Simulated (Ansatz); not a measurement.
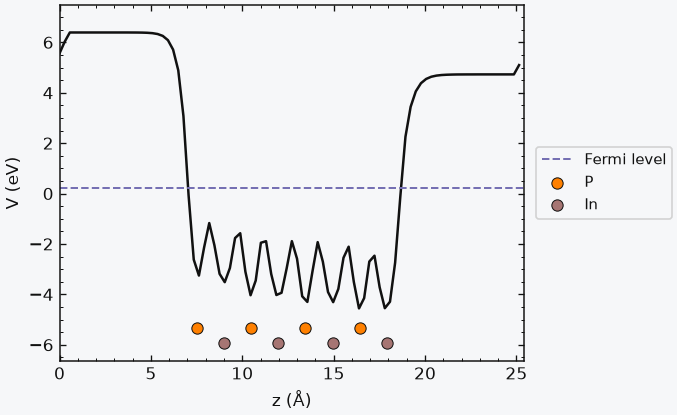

Plane-averaged electrostatic potential energy of an electron across the slab; circles at the bottom mark the heights of the atoms.

Input of the run:

```
crystal:
  lattice:
    - [4.2144047934, 0.0, 0.0]
    - [0.0, 4.2144047934, 0.0]
    - [0.0, 0.0, 25.4301197284]
  atoms:
    - { symbol: P, position: [0.0, 0.5, 0.2949258627] }
    - { symbol: In, position: [0.5, 0.5, 0.3535184734] }
    - { symbol: P, position: [0.5, 0.0, 0.412111084] }
    - { symbol: In, position: [0.0, 0.0, 0.4707036947] }
    - { symbol: P, position: [0.0, 0.5, 0.5292963053] }
    - { symbol: In, position: [0.5, 0.5, 0.587888916] }
    - { symbol: P, position: [0.5, 0.0, 0.6464815266] }
    - { symbol: In, position: [0.0, 0.0, 0.7050741373] }
basis:
  ecutwfc: 420
kpoints:
  mp_grid: { grid: [8, 8, 1] }
hamiltonian:
  xc: pbe
scf:
  occupations: { method: gaussian, width: 0.05 }
output:
  forces: true
  stress: true
  eigenvalues: true
  write_density: true
  write_potential: true
  elf: true
  volumetric_format: npy
efield:
  axis: 3
  dipole_correction: true
  ramp_width: 0.04
```

Run as:
```bash
ansatz run input.yaml --threads 1 --pin off --max-ram 2560MiB --backend cpu --events-out ev --progress --plain --runs-dir out
```

Question: Read off the work function of each face.

Answer: The work function is 4.50 eV at the right face and 6.16 eV at the left.

Question: How thick are slab and vacuum?

Answer: The outermost atoms are 10.4 Å apart, which leaves 15.0 Å of vacuum in a cell 25.4 Å high.

Question: Do the two faces differ, and what does that say about the slab's dipole?

Answer: The vacuum level is 1.66 eV higher at the left than at the right, so the slab carries a dipole along its normal; the ramp in the vacuum, at or near the edge of the plot, is the dipole correction that keeps each side flat.

The atoms aren't at rest in this cell (largest force 0.5 eV/Å), so the relaxed material can differ.
